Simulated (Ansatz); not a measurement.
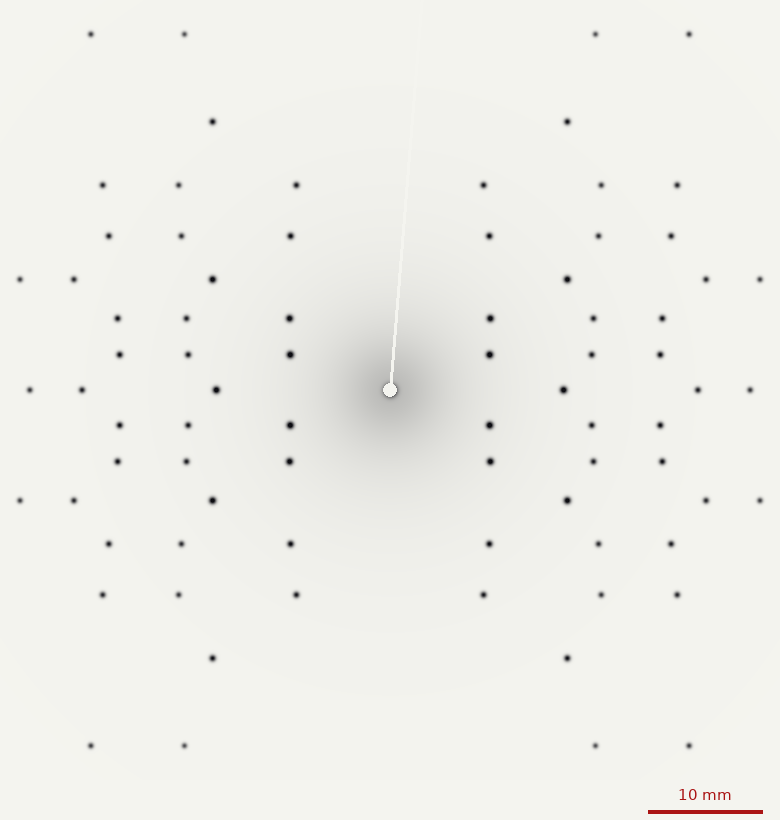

Simulated X-ray rotation photograph: Mo Kα radiation (λ = 0.7107 Å), cylindrical film of radius 30.0 mm unrolled, rotation axis vertical and normal to the beam, kinematic intensities without Lorentz or polarisation factors, the film spanning ±63° about the beam; spots down to d = 0.67 Å.

**Measure the layer lines and find the identity period along the axis.**

The first layer line lies 3.1 mm from the equator, so tan ν = 0.104, sin ν = 0.103 and the period is λ/sin ν = 6.87 Å. Further lines follow at 6.3, 9.8, 13.6, 18.1, 23.7, 31.5 mm.

The crystal is Mo, space group Fm-3m (No. 225), a = 3.97 Å. Structure: the input geometry of an electronic-structure calculation (not necessarily at equilibrium); the starting structure was generated, so it need not be a known form of this composition.

**About which axis was it rotated?**

About [111] (or an equivalent direction), whose length in the conventional cell is 6.874 Å.
